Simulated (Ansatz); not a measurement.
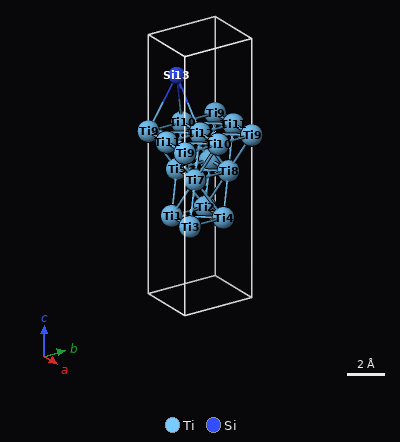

Figure 1. The structure (ball-and-stick view of the cell of the calculation, with the vacuum cut short, seen slightly off an axis; atoms are numbered from 1 in the order of the input). An atom can appear more than once, as a periodic image. Near neighbours in the periodic cell (some may lie outside the picture): Ti has 9 Ti at 2.78 to 2.85 Å; Ti has 12 Ti at 2.78 to 2.85 Å; Ti has 1 Si at 3.42 Å and 9 Ti at 2.78 to 2.85 Å; Si has 3 Ti at 3.42 Å.

**Single-point calculation, with input and output: Ti12Si (part 1 of 2)**

Ti12Si (slab, 13 atoms in the cell), computed with DFT PBE+D3(BJ), scalar-relativistic, plane waves, PAW, PAW set soft_1, no spin polarisation (Ansatz 0.2.0).

The structure derives from an entry of the Crystallography Open Database. Figures and captions count atoms from 1; the log counts them from 0 in places.

Log
```
Engine: ansatz 0.2.0, aarch64-unknown-linux-gnu
Pseudopotentials: kind: paw
Pseudopotential: Ti, paw, valence charge 12, recommended cutoff 420 eV (normal), [file]
Pseudopotential: Si, paw, valence charge 4, recommended cutoff 420 eV (normal), [file]
Functional definition: PBE
  parameter kappa = 0.804
  parameter beta = 0.06672455060314922
  exchange = pbe_x(kappa = kappa, mu = beta*pi^2/3)
  correlation = pbe_c(beta = beta)
Crystal: 13 atoms, lattice volume = 606.875 Å³
Basis set: ecut = 420 eV, 11903 PW (Γ), exchange–correlation on 80×80×288 points (8 copies of the dense FFT grid, shifted against one another)
Bands: 89, of which v1, the nominal top of the filled ones, is band 74 counted from 1 (73 counted from 0)
Symmetry: 6 space group operations
Space group: P3m1 (ITA 156), of the structure as read, at distance tolerance 8.5e-5 Å
k-points: 7 of 36 (time reversal used)
Non-local potential: Ti, projectors of the file, l = 0: 3, l = 1: 2, l = 2: 3, l = 3: 1
Non-local potential: Si, projectors of the file, l = 0: 2, l = 1: 2, l = 2: 1
PAW form: soft (Blöchl's): semilocal exchange-correlation on the pseudo side does not see the compensation charge
PAW one-centre angular grid: Ti, 590 points (default); XC on 64 Gauss nodes
PAW one-centre angular grid: Si, 110 points (default); XC on 64 Gauss nodes
Initial density: superposition of atomic densities (neutral atoms: chi_scale 0, normalization atom)
Initial wavefunctions: pseudopotential atomic-orbital guess
Functional: x = pbe(κ = 0.804, μ = 0.2195149727645171), c = pbe(β = 0.06672455060314922)
SCF iter   1: F=—  HF=-30644.872919 eV  |F-HF|=—  |Δ(HF+E_count)|=         —  Δρ=5.83e-2  dr2=2.58e2  ethr=3.10e-3  p=0.000 e·Å  D=5.26e-7 V/Å  ΔV_dip=-0.00 eV  dr2_dipole=1.25e1  V_vac-E_F(+/−)=8.07/8.07 eV  ⟨swp⟩=9.4  Hψ=3190  notcnv=0
efield: sawtooth ramp at fractional position 0.8404 (placed from the atoms, in the widest stretch of the axis that holds none; the zero of the levels goes with the place), width 0.0400; the density the first Hamiltonian is built on has a dipole p = 0.000 e·Å; the dipole correction subtracts the counter field D = 5.26e-7 V/Å, which shifts the + side's vacuum level by -0.00 eV against the − side's; the planar-averaged density in the ramp window peaks in size at 1.7e-6 e/Å³
preconditioner: auto → LDOS  [metal: Δε(μ)=0.019 eV  Ē_g=2.784 eV  σ=0.100 eV  W_gap=0.11  n_scr=80 (ndim 8)  ℏωp=10.9 eV  f_vac=0.518  D(μ)=25.09/eV (n_scr^D=228)  β→1.0]
SCF iter   2: F=—  HF=-30636.439123 eV  |F-HF|=—  |Δ(HF+E_count)|=    8.43e0  Δρ=4.37e-2  dr2=1.54e2  ethr=3.10e-3  p=0.295 e·Å  D=8.81e-2 V/Å  ΔV_dip=-1.89 eV  dr2_dipole=3.71e1  V_vac-E_F(+/−)=1.83/3.72 eV  ⟨swp⟩=10.7  Hψ=4081  notcnv=0  defer=13
SCF iter   3: F=—  HF=-30628.064392 eV  |F-HF|=—  |Δ(HF+E_count)|=    8.37e0  Δρ=8.73e-3  dr2=1.00e0  ethr=3.10e-3  p=0.099 e·Å  D=2.95e-2 V/Å  ΔV_dip=-0.63 eV  dr2_dipole=3.19e-2  V_vac-E_F(+/−)=4.67/5.30 eV  ⟨swp⟩=6.7  Hψ=1656  notcnv=1  defer=38
SCF iter   4: F=—  HF=-30628.083416 eV  |F-HF|=—  |Δ(HF+E_count)|=   1.90e-2  Δρ=3.48e-3  dr2=1.14e-1  ethr=6.76e-4  p=0.062 e·Å  D=1.85e-2 V/Å  ΔV_dip=-0.40 eV  dr2_dipole=1.33e-2  V_vac-E_F(+/−)=4.60/5.00 eV  ⟨swp⟩=5.1  Hψ=1064  notcnv=0  defer=30
SCF iter   5: F=—  HF=-30628.100288 eV  |F-HF|=—  |Δ(HF+E_count)|=   1.69e-2  Δρ=1.67e-3  dr2=4.68e-2  ethr=7.69e-5  p=0.029 e·Å  D=8.60e-3 V/Å  ΔV_dip=-0.18 eV  dr2_dipole=1.40e-3  V_vac-E_F(+/−)=4.59/4.78 eV  ⟨swp⟩=3.6  Hψ=1037  notcnv=0  defer=31
SCF iter   6: F=—  HF=-30628.100017 eV  |F-HF|=—  |Δ(HF+E_count)|=   2.71e-4  Δρ=5.01e-4  dr2=3.53e-3  ethr=3.16e-5  p=0.021 e·Å  D=6.33e-3 V/Å  ΔV_dip=-0.14 eV  dr2_dipole=2.77e-5  V_vac-E_F(+/−)=4.60/4.74 eV  ⟨swp⟩=2.0  Hψ=942  notcnv=0  defer=29
SCF iter   7: F=—  HF=-30628.100567 eV  |F-HF|=—  |Δ(HF+E_count)|=   5.50e-4  Δρ=2.03e-4  dr2=9.12e-4  ethr=2.39e-6  p=0.014 e·Å  D=4.27e-3 V/Å  ΔV_dip=-0.09 eV  dr2_dipole=3.08e-5  V_vac-E_F(+/−)=4.61/4.70 eV  ⟨swp⟩=3.7  Hψ=1014  notcnv=0  defer=29
SCF iter   8: F=—  HF=-30628.100584 eV  |F-HF|=—  |Δ(HF+E_count)|=   1.65e-5  Δρ=6.80e-5  dr2=6.82e-5  ethr=6.17e-7  p=0.012 e·Å  D=3.56e-3 V/Å  ΔV_dip=-0.08 eV  dr2_dipole=5.66e-6  V_vac-E_F(+/−)=4.60/4.68 eV  ⟨swp⟩=2.0  Hψ=767  notcnv=0  defer=29
SCF iter   9: F=—  HF=-30628.101278 eV  |F-HF|=—  |Δ(HF+E_count)|=   6.94e-4  Δρ=2.89e-5  dr2=1.37e-5  ethr=4.61e-8  p=0.010 e·Å  D=2.97e-3 V/Å  ΔV_dip=-0.06 eV  dr2_dipole=9.85e-7  V_vac-E_F(+/−)=4.60/4.66 eV  ⟨swp⟩=3.9  Hψ=904  notcnv=0  defer=29
SCF iter  10: F=—  HF=-30628.101280 eV  |F-HF|=—  |Δ(HF+E_count)|=   2.36e-6  Δρ=1.04e-5  dr2=1.23e-6  ethr=9.24e-9  p=0.009 e·Å  D=2.83e-3 V/Å  ΔV_dip=-0.06 eV  dr2_dipole=3.16e-9  V_vac-E_F(+/−)=4.60/4.66 eV  ⟨swp⟩=2.4  Hψ=884  notcnv=0  defer=29
SCF iter  11: F=—  HF=-30628.101281 eV  |F-HF|=—  |Δ(HF+E_count)|=   8.98e-7  Δρ=4.14e-6  dr2=1.73e-7  ethr=8.29e-10  p=0.009 e·Å  D=2.79e-3 V/Å  ΔV_dip=-0.06 eV  dr2_dipole=1.31e-9  V_vac-E_F(+/−)=4.60/4.66 eV  ⟨swp⟩=4.3  Hψ=1312  notcnv=0  defer=29
SCF iter  12: F=-30628.101281 eV  HF=-30628.101281 eV  |F-HF|=2.18e-11  |Δ(HF+E_count)|=   1.82e-7  Δρ=1.84e-6  dr2=2.86e-8  ethr=6.76e-11  p=0.009 e·Å  D=2.77e-3 V/Å  ΔV_dip=-0.06 eV  dr2_dipole=3.48e-9  V_vac-E_F(+/−)=4.60/4.66 eV  ⟨swp⟩=36.0  Hψ=6912  notcnv=0
SCF 1 converged in 12 iterations: F = -30628.101281 eV  dr2 = 2.86e-8
  greatest PAW one-centre occupation: 0.999 electrons in one spin orbital (limit 2), on the Ti atom at site 5 (counted from 0), in its partial waves of l = 0
```

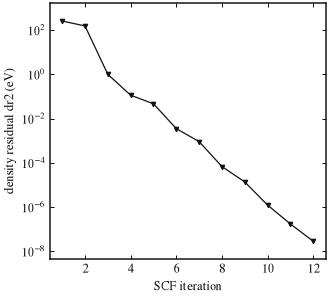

Figure 2. Convergence of the self-consistent field: density residual dr2 against the SCF iteration. The residual falls at every step.

```
WARN: The output density's exchange-correlation potential varies sharply where the density is thin. Do not read a vacuum level from v_tot or v_xc, or from such a field of the output density. On a cell that repeats whose density bears no net charge and no dipole along the vacuum's axis use v_es (v_loc + v_h of the components); under efield.dipole_correction with no amplitude use v_es + v_field, which holds any external_charges[].barrier, or the levels of the report's work_function block, which leave it out; under a non-zero efield.amplitude the vacuum is tilted and has no level; on a cell that repeats and bears such a dipole with no correction it is tilted too, and efield.dipole_correction with no amplitude gives each side of its ramp a level where efield: is served; in a cell that repeats whose density bears a net charge (total_charge, or a fill off its count) it is curved and has none; of a slab under crystal.periodic whose density bears no net charge use v_es, which has a level on each side, short of where the two are joined; of another it falls or rises all the way out and has none; of a slab beside external_charges read slab_vacuum_level instead, which it has where they leave it neutral. The grid or the basis barely resolves most such structure, and the values can differ between equally converged runs; as a rule a tighter scf.convergence.dr2_threshold does not remove it. Where the density itself ripples (under the LDA too) a higher basis.ecutwfc lessens it. The files hold the spikes' plane waves up to the density's cutoff. Files: v_tot_of_output_density and the like, and their columns of v_z.tsv (output.write_potential); v_xc_of_output_density and the like, and their columns of v_comp_z.tsv (output.write_potential_components). Measured: with its Gaussian average of σ = 0.25 Å subtracted twice, the exchange-correlation potential is over 0.1 eV at 1133 of the grid points where the equally averaged density (valence and model cores) is under 1e-3 e/Å³, and 0.871 eV at the most among them, at an averaged density of 1.0e-7 e/Å³. The input density's (outcome.potential() and, of a run that writes arrays, v_tot and v_xc) is over 0.1 eV, so measured, at 539 points of its own thin density, 0.336 eV at the most. See output.write_potential in the manual, Limitations
SCF converged after 12 iterations
Free energy (F): -30628.101281 eV
Harris-Foulkes:  -30628.101281 eV  (|F-HF|=2.18e-11)
Internal energy: -30627.986335 eV  (E = F + TS)
E sigma→0 (E₀):  -30628.043808 eV
Entropy (-TS):   -0.114947 eV (-8.842 meV/atom)
Fermi energy:    1.997633 eV
Dipole field:    D = 0.002729 V/Å  (p = 0.009152 e·Å, saw-weighted, corrected)
Work function:   Φ+ = 4.6010 eV   Φ− = 4.6596 eV
Levels:          The Fermi level and band energies are counted from a zero that moves with the ramp; work functions are not
--- Per-component energies (eV) ---
  E_band       = -3516.952662
  E_kinetic    = 3419.092606
  E_local      = -125324.695558  (includes V_loc(G=0)·N_el)
  E_nonlocal   = 754.824091
  E_hartree    = 60757.074634
  E_xc         = -1443.745256
  E_vxc        = -1784.003700  (∫ρ·V_xc dr)
  E_paw        = -13021.719660  (= ΣΔE_a)
  E_vpaw       = -2096.863872  (= ΣTr[D̂ρ^β])
  E_aug_tail   = -0.000845  (compensation charges beyond the density's cutoff)
  E_efield     = 0.000012  (sawtooth field / dipole correction)
  E_vefield    = 0.548118  (∫n·V_field dr)
  E_ewald      = 44236.739819
  E_disp       = -5.556178  (pairwise vdW)
  E_smearing   = -0.114947  (= −TS)
  E_closure    = -0.000000  (closes the sum)
  Σ components = -30628.101281   (vs F -30628.101281, Δ=0.00e0)
--- Forces (eV/Å), atoms counted from 1 ---
  atom   1  Ti     0.03260682    -0.01882556     0.06038962
  atom   2  Ti     0.00000000     0.03765112     0.06038962
  atom   3  Ti    -0.03260682    -0.01882556     0.06038962
  atom   4  Ti     0.00000000     0.00000000     0.04725262
  atom   5  Ti    -0.00000000    -0.00000000    -0.30320778
  atom   6  Ti     0.00308528     0.00178129    -0.20722343
  atom   7  Ti    -0.00000000    -0.00356257    -0.20722343
  atom   8  Ti    -0.00308528     0.00178129    -0.20722343
  atom   9  Ti     0.00000000     0.43108788     0.86172206
  atom  10  Ti     0.37333305    -0.21554394     0.86172206
  atom  11  Ti     0.00000000     0.00000000     0.65686937
  atom  12  Ti    -0.37333305    -0.21554394     0.86172206
  atom  13  Si    -0.00000000    -0.00000000    -2.54543644
  max |Σ_I F_I| component: 1.43e-4 eV/Å
--- Band table (eV; the first three rows and the last of 7) ---
  k-point 0: bands = ["-54.7985", "-54.7238", "-54.7029", "-54.6618", "-54.6618", "-54.6147", "-54.6147", "-54.6136", "-54.4403", "-54.3538", "-54.3538", "-54.3512", "-31.3589", "-31.3589", "-31.3394", "-31.2898", "-31.2743", "-31.2743", "-31.2661", "-31.2012", "-31.1786", "-31.1786", "-31.0559", "-30.9815", "-30.9513", "-30.9513", "-30.8542", "-30.8542", "-30.8430", "-30.7990", "-30.7978", "-30.7978", "-30.7945", "-30.7936", "-30.7936", "-30.6989", "-30.6989", "-30.6530", "-30.6530", "-30.5912", "-30.5899", "-30.5899", "-30.5488", "-30.5110", "-30.5014", "-30.5014", "-30.3787", "-30.3787", "-4.4995", "-3.5986", "-2.2055", "-1.0364", "-0.5878", "-0.5878", "-0.5726", "-0.3770", "-0.3770", "-0.3705", "0.0683", "0.0683", "0.0767", "0.3030", "0.3047", "0.3047", "0.9794", "1.0326", "1.0326", "1.4479", "1.8942", "2.1304", "2.1304", "2.2749", "2.4074", "2.4074", "2.5544", "2.6409", "2.7279", "2.7279", "2.7769", "2.8794", "2.8794", "2.9377", "2.9503", "2.9503", "2.9566", "2.9566", "2.9868", "2.9868", "3.0692"]
```
